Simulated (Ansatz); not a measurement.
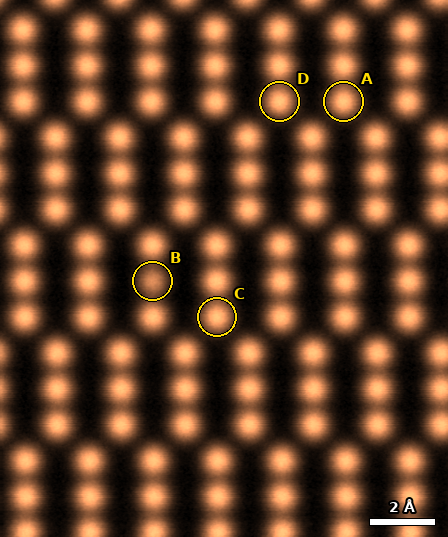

Z-contrast image of Ni (P6/mmm, No. 191) along [101]. The image is simulated as a sum over atoms of Z^1.7, blurred by a 0.70 Å probe (no channelling). The probe carries 25 % of its weight in a tail 2.5 times as wide. The display is stretched by a gamma of 0.8; percentages refer to the linear signal. Shot noise and a slight drift were added.

The sample is 3 repeats (13.6 Å) thick. One point defect was put into the perfect crystal, without relaxing the atoms around it. Brightness is counted from the darkest point of the image. Host structure: the geometry relaxed with Ansatz 0.2.0, DFT, LDA (PW92), plane waves (420 eV) with PAW, scalar-relativistic; the starting structure was generated, so it need not be a known form of this composition.

Q: Which ringed column holds the defect, and does it scatter more or less than its equals?

B; it scatters less. The column holds 3 atoms (Ni) through the sample, and one Ni atom is missing, so its peak drops to about 65 % of that of its equals.
